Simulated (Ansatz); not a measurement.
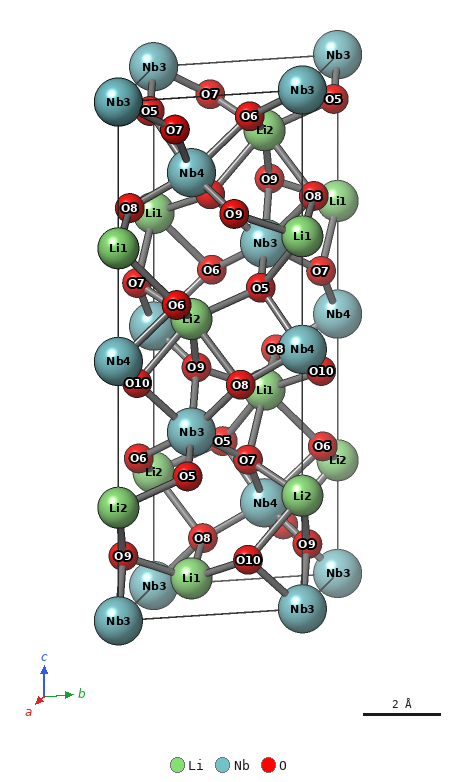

**Figure 1.** The structure as given in the input (ball-and-stick view of the cell 3 times as large as that of the calculation, set on its symmetry axes, seen slightly off an axis; atoms are numbered from 1 in the order of the input). Near neighbours in the crystal (not all of them lie inside the picture): Li has 6 O at 2.05 to 2.24 Å; Nb has 6 O at 1.88 to 2.14 Å; O has 2 Li at 2.05 to 2.24 Å and 2 Nb at 1.88 to 2.14 Å.

# Run report: LiNbO₃, band-structure calculation

- system: LiNbO₃ (10 atoms in the cell)
- method: DFT r2SCAN, scalar-relativistic, plane waves, PAW, no spin polarisation (Ansatz 0.2.0)

The structure derives from an entry of the Crystallography Open Database. Figures and captions count atoms from 1; the log counts them from 0 in places.

## The input
```yaml
crystal:
  lattice:
    - [2.5687892441, 1.4830911616, 4.6278921106]
    - [-2.5687892441, 1.4830911616, 4.6278921106]
    - [0.0, -2.9661823232, 4.6278921106]
  atoms:
    - { symbol: Li, position: [0.2820697279, 0.2820697279, 0.2820697279] }
    - { symbol: Li, position: [0.7820697279, 0.7820697279, 0.7820697279] }
    - { symbol: Nb, position: [0.0001366435, 0.0001366435, 0.0001366435] }
    - { symbol: Nb, position: [0.5001366435, 0.5001366435, 0.5001366435] }
    - { symbol: O, position: [0.1079454267, 0.3619796572, 0.7196835447] }
    - { symbol: O, position: [0.7196835447, 0.1079454267, 0.3619796572] }
    - { symbol: O, position: [0.3619796572, 0.7196835447, 0.1079454267] }
    - { symbol: O, position: [0.2196835447, 0.8619796572, 0.6079454267] }
    - { symbol: O, position: [0.8619796572, 0.6079454267, 0.2196835447] }
    - { symbol: O, position: [0.6079454267, 0.2196835447, 0.8619796572] }
basis:
  ecutwfc: 500
kpoints:
  mp_grid: { grid: [6, 6, 6] }
  band_path:
    path:
      - [[0.0, 0.0, 0.0], [-0.5, -0.5, -0.5], [-0.5, -0.23513314, -0.76486686]]
      - [[-0.23513314, 0.23513314, -0.5], [0.0, 0.0, -0.5], [0.0, 0.0, 0.0], [0.0, 0.36756657, -0.36756657]]
      - [[-0.36756657, 0.0, -0.63243343], [-0.5, 0.0, -0.5], [0.0, 0.0, 0.0]]
    npoints: 14
hamiltonian:
  xc: r2scan
scf:
  occupations: { method: gaussian, width: 0.02 }
  n_extra_bands: 25
output:
  forces: true
  stress: true
  eigenvalues: true
  populations: true
  dos: { projected: true, de: 0.02, nscf_kmesh: { grid: [9, 9, 9] } }
  bader: true
  write_density: true
  write_potential: true
  elf: true
  volumetric_format: npy
```

Hardware: 2 threads of Intel Xeon @ 2.50GHz (Skylake/Cascade Lake), 189 GiB of memory available, shared host.

Command:
```bash
ansatz run input.yaml --threads 2 --pin off --max-ram 5120MiB --backend cpu --events-out ev --progress --plain --runs-dir out
```

## Log
```
scf.n_extra_bands = 25 over 34 filled bands (N_el = 68.0): the run solves 59 bands
Engine: ansatz 0.2.0, x86_64-unknown-linux-gnu
Pseudopotentials: kind: paw
Pseudopotential: Li, paw, valence charge 3, recommended cutoff 500 eV (meta_gga), Li.paw.azcp
Pseudopotential: Nb, paw, valence charge 13, recommended cutoff 500 eV (meta_gga), Nb.paw.azcp
Pseudopotential: O, paw, valence charge 6, recommended cutoff 500 eV (meta_gga), O.paw.azcp
Functional definition: r2SCAN
  parameter k0 = 0.174
  parameter k1 = 0.065
  parameter a1 = 4.9479
  exchange = r2scan_x(k0 = k0, k1 = k1, a1 = a1)
  correlation = r2scan_c
Crystal: 10 atoms, lattice volume = 105.787 Å³
Basis set: ecut = 500 eV, 2669 PW (Γ), exchange–correlation on 180×180×180 points (64 copies of the dense FFT grid, shifted against one another)
Bands: 59, of which v1, the nominal top of the filled ones, is band 34 counted from 1 (33 counted from 0)
Symmetry: 6 space group operations
Space group: R3c (ITA 161), of the structure as read, at distance tolerance 4.7e-5 Å
k-points: 32 of 216 (time reversal used)
Non-local potential: Li, projectors of the file, l = 0: 3, l = 1: 2, l = 2: 1
Non-local potential: Nb, projectors of the file, l = 0: 3, l = 1: 2, l = 2: 2, l = 3: 1
Non-local potential: O, projectors of the file, l = 0: 2, l = 1: 2, l = 2: 1
PAW form: soft (Blöchl's): semilocal exchange-correlation on the pseudo side does not see the compensation charge
PAW frozen core: Nb, regenerated for the run's functional (the file was generated under x = pbe(κ = 0.804, μ = 0.2195149727645171), c = pbe(β = 0.06672455060314922))
PAW frozen core: O, regenerated for the run's functional (the file was generated under x = pbe(κ = 0.804, μ = 0.2195149727645171), c = pbe(β = 0.06672455060314922))
PAW one-centre angular grid: Li, 302 points (default); XC on 327 of its mesh's 2665 points in the sphere
PAW one-centre angular grid: Nb, 590 points (default); XC on 160 Gauss nodes
PAW one-centre angular grid: O, 302 points (default); XC on 160 Gauss nodes
Initial density: superposition of atomic densities (neutral atoms: chi_scale 0, normalization atom), corrected by the library's trained network
Initial wavefunctions: pseudopotential atomic-orbital guess
Functional: x = r2scan, c = r2scan; τ floored in thin density (d = 2e-4 eV/Å³)
SCF iter   1: F=—  HF=-12961.353337 eV  |F-HF|=—  |Δ(HF+E_count)|=         —  Δρ=1.67e-2  dr2=4.16e-1  dr2_τ=5.88e-1  ethr=1.77e-3  ⟨swp⟩=6.0  Hψ=8128  notcnv=0  defer=134
preconditioner: auto → Resta (q_TF=auto, 2.535 Å⁻¹)  ε∞=3.0  [insulator: Δε(μ)=4.403 eV  Ē_g=17.882 eV  σ=0.020 eV  W_gap=1.00  n_scr=26 (ndim 8)  ℏωp=25.0 eV  f_vac=0.018  D(μ)=0.00/eV (n_scr^D=0)  ε∞_Penn≈3.0]
SCF iter   2: F=—  HF=-12961.398297 eV  |F-HF|=—  |Δ(HF+E_count)|=   4.50e-2  Δρ=8.79e-3  dr2=3.31e-2  dr2_τ=3.06e-2  ethr=6.12e-4  ⟨swp⟩=2.4  Hψ=3042  notcnv=0  defer=605
SCF iter   3: F=—  HF=-12961.393777 eV  |F-HF|=—  |Δ(HF+E_count)|=   4.52e-3  Δρ=3.19e-3  dr2=4.91e-3  dr2_τ=5.91e-4  ethr=4.87e-5  ⟨swp⟩=2.0  Hψ=2243  notcnv=0  defer=605
SCF iter   4: F=—  HF=-12961.393487 eV  |F-HF|=—  |Δ(HF+E_count)|=   2.90e-4  Δρ=7.60e-4  dr2=2.05e-4  dr2_τ=4.58e-5  ethr=7.22e-6  ⟨swp⟩=2.0  Hψ=2054  notcnv=0  defer=605
SCF iter   5: F=—  HF=-12961.393571 eV  |F-HF|=—  |Δ(HF+E_count)|=   8.33e-5  Δρ=9.80e-5  dr2=8.37e-6  dr2_τ=1.64e-6  ethr=3.01e-7  ⟨swp⟩=2.4  Hψ=2391  notcnv=0  defer=605
SCF iter   6: F=—  HF=-12961.393762 eV  |F-HF|=—  |Δ(HF+E_count)|=   1.91e-4  Δρ=1.34e-5  dr2=1.52e-7  dr2_τ=2.82e-8  ethr=1.23e-8  ⟨swp⟩=2.9  Hψ=2319  notcnv=0  defer=605
SCF iter   7: F=-12961.393762 eV  HF=-12961.393762 eV  |F-HF|=4.59e-9  |Δ(HF+E_count)|=   9.20e-8  Δρ=3.50e-6  dr2=1.29e-8  dr2_τ=2.46e-9  ethr=1.47e-10  ⟨swp⟩=14.5  Hψ=13187  notcnv=0
SCF 1 converged in 7 iterations: F = -12961.393762 eV  dr2 = 1.29e-8
  greatest PAW one-centre occupation: 1.001 electrons in one spin orbital (limit 2), on the Nb atom at site 3 (counted from 0), in its partial waves of l = 0
NSCF: frozen V_eff on 101 k-points
NSCF: frozen V_eff on 85 k-points
SCF converged after 7 iterations
Free energy (F): -12961.393762 eV
Harris-Foulkes:  -12961.393762 eV  (|F-HF|=4.59e-9)
Internal energy: -12961.393762 eV  (E = F + TS)
E sigma→0 (E₀):  -12961.393762 eV
Fermi energy:    8.928226 eV
--- Per-component energies (eV) ---
  E_band       = -581.759450
  E_kinetic    = 1891.303206
  E_local      = -4256.843889  (includes V_loc(G=0)·N_el)
  E_nonlocal   = 444.836909
  E_hartree    = 1436.710887
  E_xc         = -804.167979
  E_vxc        = -1142.155387  (∫ρ·V_xc dr)
  E_paw        = -7180.310536  (= ΣΔE_a)
  E_vpaw       = -464.974071  (= ΣTr[D̂ρ^β])
  E_aug_tail   = 0.006057  (compensation charges beyond the density's cutoff)
  E_vtau       = 72.644431  (kinetic-family band-sum trace: ∫τ·v_τ [+ j·A + Jᵃ·Aᵃ] dr)
  E_ewald      = -4492.351910
  E_core_change = -0.576507  (= ΣΔE_core)
  E_smearing   = -0.000000  (= −TS)
  E_closure    = 0.000000  (closes the sum)
  Σ components = -12961.393762   (vs F -12961.393762, Δ=0.00e0)
--- Forces (eV/Å), atoms counted from 1 ---
  atom   1  Li     0.00000000     0.00000000     0.00183292
  atom   2  Li     0.00000000     0.00000000     0.00183292
  atom   3  Nb    -0.00000000     0.00000000    -0.00120219
  atom   4  Nb     0.00000000     0.00000000    -0.00120219
  atom   5  O     -0.00061504     0.00345894    -0.00021744
  atom   6  O     -0.00268801    -0.00226211    -0.00021744
  atom   7  O      0.00330305    -0.00119683    -0.00021744
  atom   8  O     -0.00330305    -0.00119683    -0.00021744
  atom   9  O      0.00061504     0.00345894    -0.00021744
  atom  10  O      0.00268801    -0.00226211    -0.00021744
  max |Σ_I F_I| component: 4.32e-5 eV/Å
--- Stress (GPa, compression-positive) ---
        0.023512       0.000000      -0.000000
        0.000000       0.023512      -0.000000
       -0.000000       0.000000       0.035282
  P = ⅓ Tr σ = 0.0274 GPa (0.274 kbar)
--- Band table (eV; the first three rows and the last of 32) ---
  k-point 0: bands = ["-48.9309", "-48.9142", "-36.7515", "-36.7487", "-24.5217", "-24.5217", "-24.4354", "-24.3444", "-24.3444", "-24.2279", "-11.0190", "-10.3746", "-10.3746", "-9.4547", "-9.2314", "-9.2314", "2.4076", "2.4076", "2.6553", "2.7273", "2.7273", "3.6933", "4.7956", "4.8750", "4.8750", "5.6355", "6.0160", "6.0160", "6.1943", "6.1943", "6.2530", "6.3891", "6.8978", "6.8978", "10.9714", "10.9714", "11.4243", "12.4996", "12.4996", "12.6675", "15.0010", "15.0915", "15.0915", "17.4493", "17.4493", "18.2617", "20.6130", "21.0761", "21.0761", "21.2316", "21.8241", "21.8241", "22.8729", "22.8729", "22.9678", "24.6527", "24.6527", "25.5956", "26.1866"]
  k-point 1: bands = ["-48.9298", "-48.9153", "-36.7513", "-36.7489", "-24.5120", "-24.5105", "-24.4211", "-24.3583", "-24.3570", "-24.2417", "-10.9085", "-10.3124", "-10.3102", "-9.5276", "-9.3394", "-9.3203", "2.3474", "2.4452", "2.8156", "2.9652", "2.9996", "3.7359", "4.4583", "4.5972", "4.6654", "5.6343", "5.7767", "6.0552", "6.1116", "6.3701", "6.3991", "6.4779", "6.7634", "6.8190", "11.0037", "11.0221", "11.4262", "12.4034", "12.6504", "12.6603", "15.0596", "15.1694", "15.3619", "17.3496", "17.3937", "18.5458", "20.0805", "20.5043", "21.2447", "21.4260", "21.4652", "21.7899", "22.9538", "23.2187", "23.5588", "24.6118", "24.9274", "25.8775", "26.1449"]
  k-point 2: bands = ["-48.9267", "-48.9184", "-36.7509", "-36.7494", "-24.4837", "-24.4794", "-24.3946", "-24.3910", "-24.3825", "-24.2793", "-10.6056", "-10.1451", "-10.1330", "-9.7517", "-9.5997", "-9.5484", "2.4868", "2.6598", "3.0793", "3.4621", "3.5331", "3.7627", "3.7817", "4.1932", "4.4410", "5.0915", "5.4722", "5.7928", "6.3331", "6.4124", "6.4233", "6.5509", "6.6935", "6.8283", "11.0185", "11.2508", "11.7646", "12.0480", "12.5702", "12.6040", "15.2481", "15.6136", "16.0438", "17.1315", "17.2235", "18.7738", "19.5105", "19.8347", "20.6161", "21.2374", "21.9167", "21.9497", "23.1821", "23.9054", "24.4680", "24.6106", "25.2270", "25.3643", "26.2007"]
  k-point 31: bands = ["-48.9226", "-48.9226", "-36.7501", "-36.7501", "-24.4348", "-24.4348", "-24.4348", "-24.4348", "-24.3352", "-24.3352", "-10.2742", "-10.2742", "-9.8303", "-9.8303", "-9.8303", "-9.8303", "3.3806", "3.3806", "3.3806", "3.3806", "3.6443", "3.6443", "4.2364", "4.2364", "4.2364", "4.2364", "4.6582", "4.6582", "6.2698", "6.2698", "6.5994", "6.5994", "6.5994", "6.5994", "12.0023", "12.0023", "12.1979", "12.1979", "12.1979", "12.1979", "16.0686", "16.0686", "16.0686", "16.0686", "16.9253", "16.9253", "21.2870", "21.2870", "21.2870", "21.2870", "21.5344", "21.5344", "24.0979", "24.0979", "24.4396", "24.4396", "24.4396", "24.4396", "26.1931"]
--- Löwdin populations: 10 sites ---
  site symbol       q [e]
     0     Li      2.2569
     1     Li      2.2569
     2     Nb     11.3703
     3     Nb     11.3703
     4      O      6.7281
     5      O      6.7281
     6      O      6.7281
     7      O      6.7281
     8      O      6.7281
     9      O      6.7281
  spilling = 0.005548 (of n_electrons = 68.000000)
--- Bader charges: 10 sites ---
  site symbol  charge [e]  shift [e]
     0     Li      0.9072     0.0007
     1     Li      0.9072     0.0007
     2     Nb      2.8733     0.0054
     3     Nb      2.8733     0.0054
     4      O     -1.2602     0.0020
     5      O     -1.2602     0.0020
     6      O     -1.2602     0.0020
     7      O     -1.2602     0.0020
     8      O     -1.2602     0.0020
     9      O     -1.2602     0.0020
  estimated error of the sums over rays = 2.5e-4 e
```

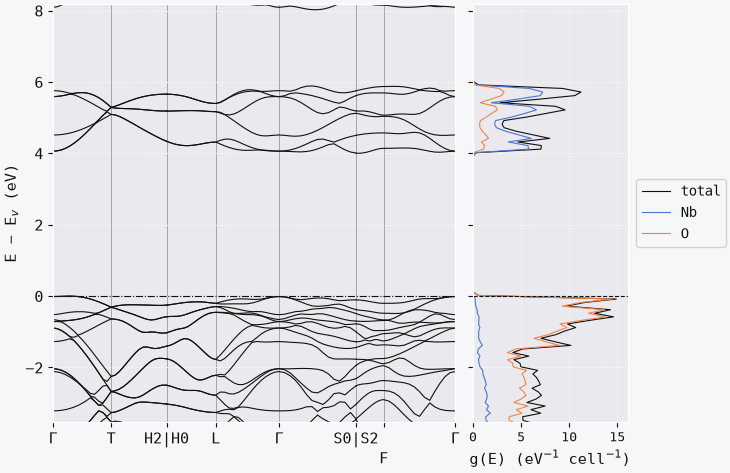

**Figure 2.** Band structure along Γ–T–H2|H0–L–Γ–S0|S2–F–Γ and density of states (projected on Löwdin-orthogonalised atomic shells), with energies from the valence-band top. There is a gap of 4.00 eV on this path, indirect, from between Γ and T to S0.

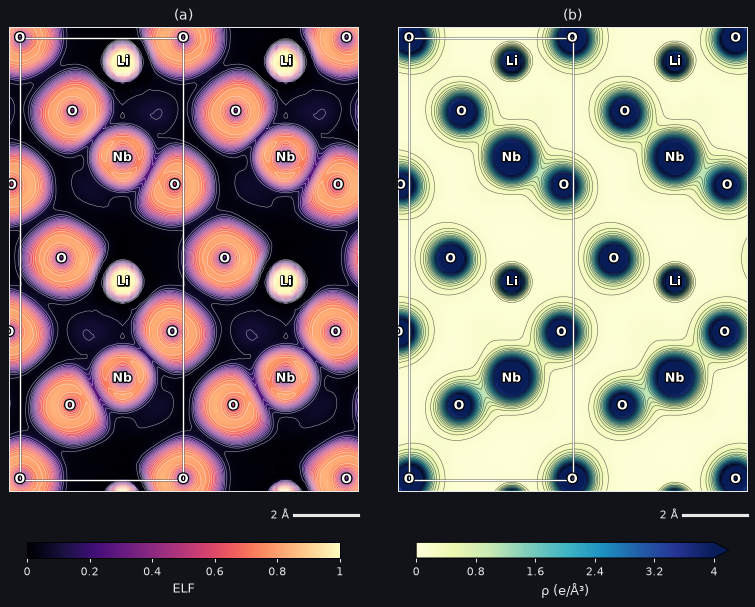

**Figure 3.** (a) ELF; (b) valence charge density (pseudo) on the (100) plane of the conventional cell. The plane passes through Li, Nb and O nuclei. Nb–O (1.88 Å): ρ is about 1.2 e/Å³ halfway; the ELF peaks at about 0.80 in the valence shell of O, 0.6 Å from its nucleus, and drops to about 0.30 between the two atoms. Li–O (2.05 Å): ρ at the midpoint is about 0.29 e/Å³; the ELF is about 0.55 at the midpoint. Nb–O (2.14 Å): ρ is about 0.6 e/Å³ halfway; the ELF peaks at about 0.85 in the valence shell of O, 0.6 Å from its nucleus, and drops to about 0.15 between the two atoms. Away from the nuclei the density in this plane falls to 0.02 e/Å³ at its lowest. The strong features right at Li and Nb lie inside the PAW spheres (semicore, d or f shells) and say nothing about bonding. In a PAW calculation such maps are meaningful between the atoms, not at the nuclei.

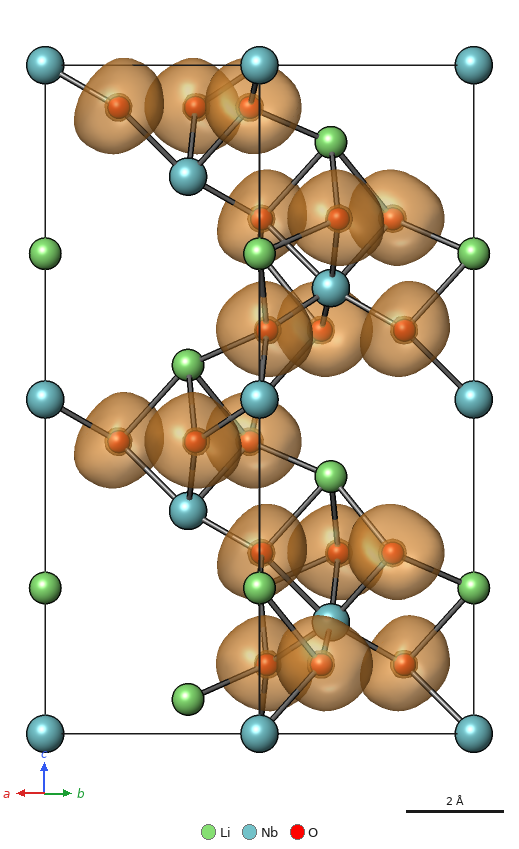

**Figure 4.** Isosurface of the electron localisation function at 0.6 (orange), seen along [110]. Only the valence region is drawn (cores and ρ < 0.01 e/Å³ removed). Sticks mark near contacts. The outline is the cell set on symmetry axes. Profiles from the grid: Nb–O (1.88 Å): the ELF peaks at about 0.80 in the valence shell of O, 0.6 Å from its nucleus, and drops to about 0.30 between the two atoms. Li–O (2.05 Å): the ELF is about 0.55 at the midpoint.

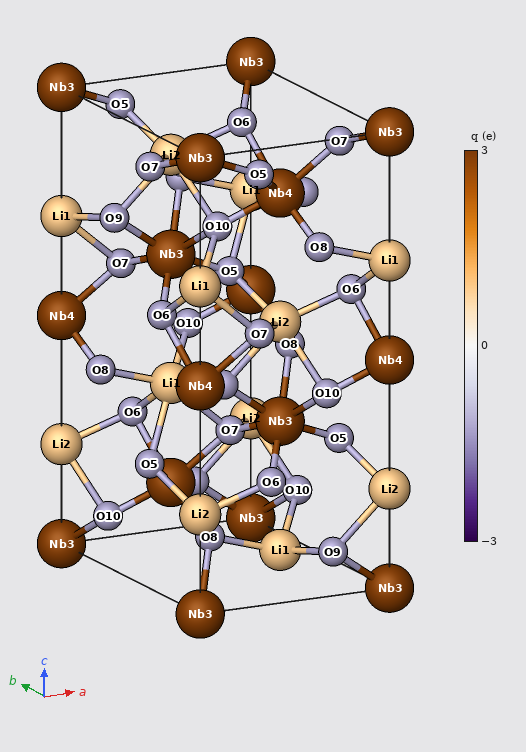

**Figure 5.** Bader charges, as the colour of each atom (ball-and-stick view of the cell 3 times as large as that of the calculation, set on its symmetry axes, seen at an oblique angle; atoms are numbered from 1 in the order of the input). By element: Li +0.91, Nb +2.87 and O −1.26 e.

## Results in brief

```csv
quantity,value
outcome,converged
space group (tolerance 0.01 Å),R3c (161)
electrons treated,68
free energy,−12961.3938 eV
Fermi energy,8.928 eV
gap on the k-point mesh,4.04 eV
gap on the band path,4.00 eV
pressure,0.03 GPa
largest force (length of the vector),0.004 eV/Å
wall time,4.1 min (CPU time 7.6 min)
peak memory,0.99 GiB
```
